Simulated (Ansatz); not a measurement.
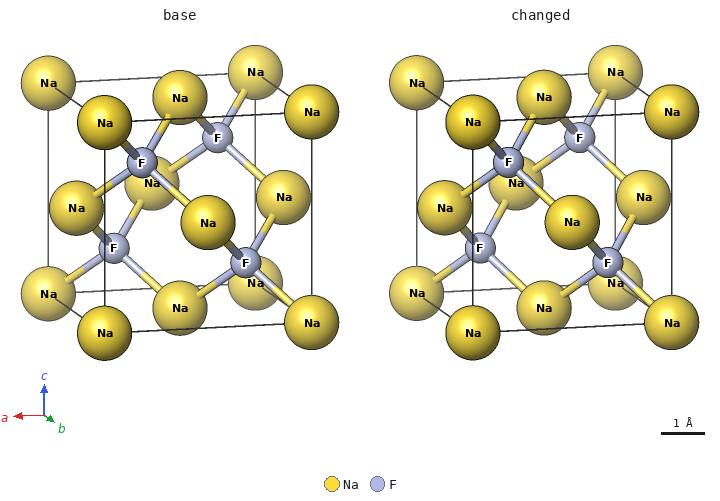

Left: a crystal of NaF (built on the zincblende type) at its r2SCAN-relaxed geometry. Right: the same structure after one change, at the same scale. A ball-and-stick model of the conventional cell (4 times the calculation's cell), seen from a free direction. Lengths and directions refer to the drawn axes.

The calculation used Ansatz, DFT, PBE, plane waves, PAW. Set-up: plane-wave cutoff 420 eV; k-point mesh 8 × 8 × 8; occupations fermi dirac; smearing width 0.02 eV; no spin polarisation.

> What distinguishes the right structure from the left one?

The cell is strained by −4.0 % along a and none across it (volume −4.0 %). The atoms were relaxed with r2SCAN under that strain, and this is a single point on that geometry.

> How do the computed properties respond?

Some distances before and after: F–Na 2.192 → 2.163 Å. The space group (tolerance 0.01 Å) goes from F-43m (No. 216) to I-4m2 (No. 119). The energy rises by 11.4 meV per atom. Pressure: 2.0 GPa before, 3.7 GPa after. All forces vanish by symmetry.
